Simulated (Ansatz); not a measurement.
**Geometry relaxation of Co (part 2 of 2)**

The same run, continued: Co (P6₃/mmc, 2 atoms in the cell); DFT, PBE, PAW with Ansatz's default frozen-core files, scalar-relativistic, spin-polarised (Ansatz 0.2.0); cutoff 420 eV, 20×20×11 k-mesh, Fermi–Dirac smearing of 0.1 eV, collinear spins. The structure was built on a prototype by a generator; it need not be a known phase. It belongs to a series of runs on one base structure; here: bulk cell relaxed.

Geometry of the input (Å; fractional positions):
```
2.4911  0.0000  0.0000
-1.2456  2.1574  0.0000
0.0000  0.0000  4.0356
Co 0.3333  0.6667  0.2500
Co 0.6667  0.3333  0.7500
```

The program's output, continued
```
SCF iter   1: F=—  HF=-10252.333809 eV  |F-HF|=—  |Δ(HF+E_count)|=         —  Δρ=1.07e-4 (↑1.07e-4 ↓7.78e-5)  dr2=1.61e-7  dr2_m=4.46e-8  M=3.211 μB ∫|m|=3.542 μB  β_m=0.65  ethr=5.26e-9  ⟨swp⟩=3.7  Hψ=83955  notcnv=0
preconditioner: auto → none  [metal: Δε(μ)=0.005 eV  Ē_g=9.501 eV  σ=0.100 eV  W_gap=0.01  n_scr=2 (ndim 8)  ℏωp=33.8 eV  f_vac=0.000  D(μ)=1.75/eV (n_scr^D=22)]
SCF iter   2: F=—  HF=-10252.333824 eV  |F-HF|=—  |Δ(HF+E_count)|=   1.48e-5  Δρ=3.74e-5 (↑3.74e-5 ↓2.71e-5)  dr2=1.94e-8  dr2_m=5.43e-9  M=3.211 μB ∫|m|=3.542 μB  β_m=0.63  ethr=4.73e-10  ⟨swp⟩=1.0  Hψ=12144  notcnv=0
SCF iter   3: F=—  HF=-10252.333826 eV  |F-HF|=—  |Δ(HF+E_count)|=   2.07e-6  Δρ=4.24e-6 (↑4.24e-6 ↓2.17e-6)  dr2=2.81e-9  dr2_m=2.69e-10  M=3.211 μB ∫|m|=3.542 μB  β_m=0.51  ethr=5.69e-11  ⟨swp⟩=2.0  Hψ=16824  notcnv=0
SCF iter   4: F=—  HF=-10252.333826 eV  |F-HF|=—  |Δ(HF+E_count)|=   2.87e-9  Δρ=1.45e-6 (↑7.86e-7 ↓1.45e-6)  dr2=4.34e-10  dr2_m=5.67e-11  M=3.211 μB ∫|m|=3.542 μB  β_m=0.75  ethr=8.28e-12  ⟨swp⟩=2.5  Hψ=21416  notcnv=0
SCF iter   5: F=—  HF=-10252.333826 eV  |F-HF|=—  |Δ(HF+E_count)|=   9.33e-8  Δρ=3.51e-7 (↑3.51e-7 ↓2.61e-7)  dr2=1.83e-12  dr2_m=1.62e-11  M=3.211 μB ∫|m|=3.542 μB  β_m=0.88  ethr=1.28e-12  ⟨swp⟩=2.0  Hψ=20267  notcnv=0
SCF iter   6: F=-10252.333826 eV  HF=-10252.333826 eV  |F-HF|=5.46e-12  |Δ(HF+E_count)|=  1.07e-10  Δρ=2.10e-7 (↑2.10e-7 ↓9.80e-8)  dr2=1.03e-11  dr2_m=6.46e-13  M=3.211 μB ∫|m|=3.542 μB  ethr=1.00e-12  ⟨swp⟩=4.0  Hψ=50805  notcnv=0
SCF 4 converged in 6 iterations: F = -10252.333826 eV  dr2 = 1.03e-11
relax step   4: F+E_penalty+E_count = -10252.33382607 eV  Δ(F+E_penalty+E_count) = -4.728e-5 eV  max|allowed force component| = 2.776e-17 eV/Å  Δτ_max = 0.0000 Å  P = +0.001 GPa  Ω = 21.729 Å³  stress off target by 1.88e-3 GPa  SCF on the basis re-selected at this cell (its energy is not comparable with the rows above)  (6 SCF iters)
```

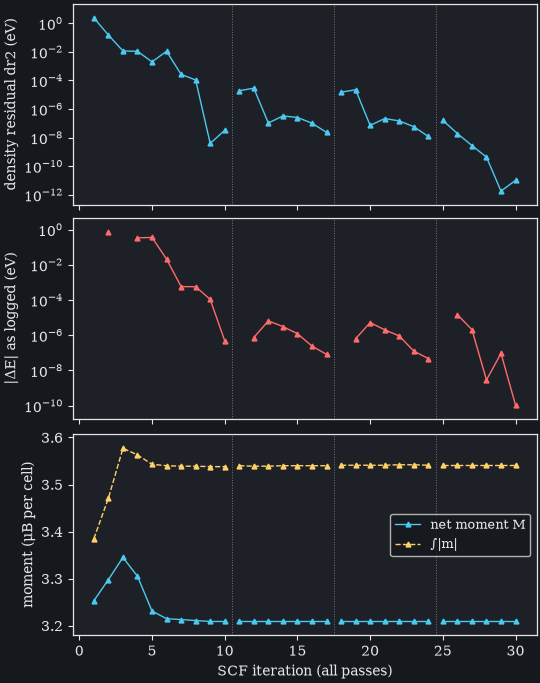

Figure 1. Convergence of the self-consistent field: density residual dr2, size of the energy change and magnetic moment against the SCF iteration. The dotted lines part the SCF passes of the relaxation: geometry steps, rejected trials and re-solves on a re-selected basis. The passes take 10, 7, 7 and 6 iterations. The net moment goes from 3.3 to 3.2 μB per cell.

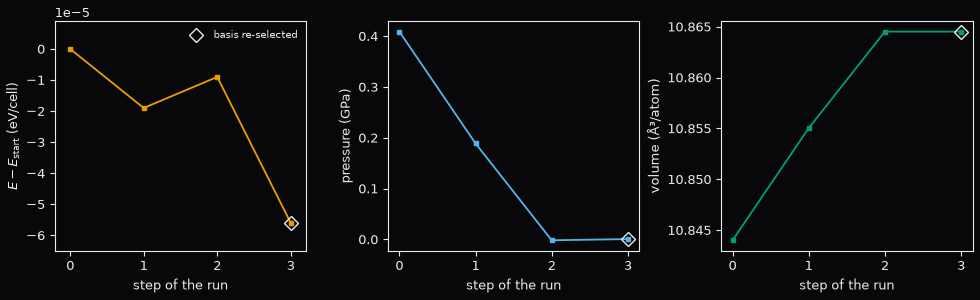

Figure 2. Progress of the relaxation, step by step (the first geometry is step 0 here and step 1 in the log). After 2 geometry steps the energy has fallen by next to nothing (0.0 meV per cell of the calculation). All forces vanish by symmetry, so only the cell relaxes. The pressure goes from 0.41 to 0.00 GPa. No atom moves by more than 0.005 Å relative to the cell. Cell: a = b 2.491 → 2.493 Å (+0.1 %), c 4.036 → 4.037 Å (0.0 %). Volume +0.2 %. The space group stays P6_3/mmc (No. 194). A last SCF at the same geometry on a re-selected plane-wave basis shifts the energy by next to nothing (0.0 meV per cell of the calculation). (Atoms are counted from 1 in the order of the input.)

```
basis re-selected at this cell: Δ(F+E_penalty+E_count) = -4.728e-5 eV, ΔP = +0.002 GPa vs the last step (what re-selecting the basis moved, of the pressure what is left beyond the Pulay correction that the steps carried, after the strain that the cell walked since its last selection, with what the two solves' SCF thresholds leave and, on support functions, any second-order correction that the steps lacked; it is no measure of the basis error at this ecutwfc). This SCF's stress stands 1.88e-3 GPa from its target on what of the cell is left free (relax.cell.stress_tol is 5.00e-2 GPa) and its largest allowed force component is 2.78e-17 eV/Å (relax.f_tol is 5.00e-3 eV/Å): within both
SCF converged after 6 iterations
Magnetization: 3.2113 μB (18.6056 up, 15.3944 down)
Absolute magnetization: 3.5426 μB (∫|ρ↑−ρ↓|, with the PAW one-centre terms)
Spin contamination: 0.0567 ħ² per cell (⟨S²⟩ above its minimum at these occupations)
Per-site moments (μB) at R_I (Å): [(1.6815993760793764, 1.0226297754327083), (1.6815993760793768, 1.0226297754327083)]
Free energy (F): -10252.333826 eV
Harris-Foulkes:  -10252.333826 eV  (|F-HF|=5.46e-12)
Internal energy: -10252.274209 eV  (E = F + TS)
E sigma→0 (E₀):  -10252.304018 eV
Entropy (-TS):   -0.059617 eV (-29.808 meV/atom)
Fermi energy:    18.670339 eV
--- Per-component energies (eV) ---
  E_band       = -488.697285
  E_kinetic    = 907.219070
  E_local      = -5668.902007  (includes V_loc(G=0)·N_el)
  E_nonlocal   = 908.283505
  E_hartree    = 2376.036964
  E_xc         = -317.994388
  E_vxc        = -410.351429  (∫ρ·V_xc dr)
  E_paw        = -3030.298316  (= ΣΔE_a)
  E_vpaw       = -977.020835  (= ΣTr[D̂ρ^β])
  E_aug_tail   = 0.000164  (compensation charges beyond the density's cutoff)
  E_ewald      = -5426.619202
  E_smearing   = -0.059617  (= −TS)
  E_closure    = 0.000000  (closes the sum)
  Σ components = -10252.333826   (vs F -10252.333826, Δ=0.00e0)
--- Forces (eV/Å), atoms counted from 1 ---
  atom   1  Co     0.00000000    -0.00000000     0.00000000
  atom   2  Co    -0.00000000     0.00000000    -0.00000000
  max |Σ_I F_I| component: 4.63e-18 eV/Å
--- Stress (GPa, compression-positive) ---
        0.001878       0.000000      -0.000000
        0.000000       0.001878      -0.000000
       -0.000000      -0.000000      -0.001795
  P = ⅓ Tr σ = 0.0007 GPa (0.007 kbar)
--- Relaxed structure (3 steps of the walk, 3 accepted, 1 SCFs on fresh bases) ---
  F+E_penalty+E_count = -10252.33382607 eV   max|allowed force component| = 2.776e-17 eV/Å   (the final SCF, on the basis selected at the relaxed cell)
  cell:  # Å, volume = 21.7290 Å³
    - [2.493039796328942, -2.293844675036392e-34, 5.73461168759098e-35]
    - [-1.246519898164471, 2.1590357962664464, 4.439117424702072e-20]
    - [0.0, 8.303879074146108e-20, 4.036929523068948]
  atoms:
    - { symbol: Co, position: [0.33333333333333337, 0.6666666666666667, 0.25] }
    - { symbol: Co, position: [0.6666666666666667, 0.33333333333333337, 0.75] }
```

Trajectory as extended XYZ (Å, eV, eV/Å), 4 frames, from step=1 to step=4
```
2
Lattice="2.4911 0.0000 0.0000 -1.2455 2.1574 0.0000 0.0000 0.0000 4.0356" Properties=species:S:1:pos:R:3:forces:R:3 step=1 energy=-10252.33377 pressure_GPa=0.41
Co    0.0000    1.4382    1.0089    0.0000   0.0000   0.0000
Co    1.2455    0.7191    3.0267    0.0000   0.0000   0.0000
2
Lattice="2.4921 0.0000 0.0000 -1.2461 2.1583 0.0000 0.0000 0.0000 4.0363" Properties=species:S:1:pos:R:3:forces:R:3 step=2 energy=-10252.33379 pressure_GPa=0.19
Co    0.0000    1.4388    1.0091    0.0000   0.0000   0.0000
Co    1.2461    0.7194    3.0273    0.0000   0.0000   0.0000
2
Lattice="2.4930 0.0000 0.0000 -1.2465 2.1590 0.0000 0.0000 0.0000 4.0369" Properties=species:S:1:pos:R:3:forces:R:3 step=3 energy=-10252.33378 pressure_GPa=-0.00
Co    0.0000    1.4394    1.0092    0.0000   0.0000   0.0000
Co    1.2465    0.7197    3.0277    0.0000   0.0000   0.0000
2
Lattice="2.4930 0.0000 0.0000 -1.2465 2.1590 0.0000 0.0000 0.0000 4.0369" Properties=species:S:1:pos:R:3:forces:R:3 step=4 energy=-10252.33383 pressure_GPa=0.00
Co    0.0000    1.4394    1.0092    0.0000   0.0000   0.0000
Co    1.2465    0.7197    3.0277    0.0000   0.0000   0.0000
```

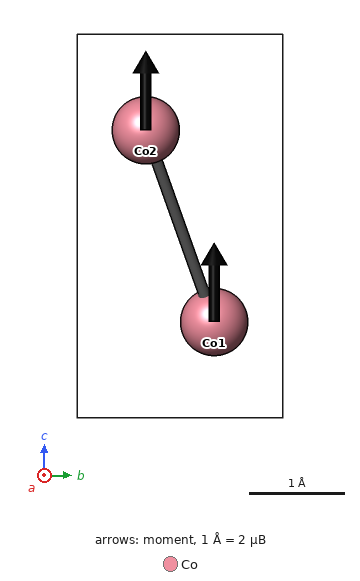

Figure 3. Magnetic moments of the sites as black arrows (ball-and-stick view of the cell of the calculation, along the a axis; atoms are numbered from 1 in the order of the input); small moments hardly show. The run is collinear, so the axis drawn is arbitrary. Site moments: Co1, Co2 (1.68 μB). They are counted near the atoms and needn't add up to the moment of the cell.

Results in brief

| quantity | value |
| --- | --- |
| outcome | converged |
| space group (tolerance 0.01 Å) | P6₃/mmc (194) |
| electrons treated | 34 |
| free energy | −10252.3338 eV |
| Fermi energy | 18.670 eV |
| net moment of the cell | 3.21 μB |
| integrated absolute moment | 3.54 μB |
| pressure | 0.00 GPa |
| final volume | 21.73 Å³ |
| largest force (length of the vector) at the end | under 0.001 eV/Å |
| final cell | a = 2.493 Å, b = 2.493 Å, c = 4.037 Å, α = 90.00°, β = 90.00°, γ = 120.00° |
| wall time | 24 s (CPU time 46 s) |
| peak memory | 0.47 GiB |
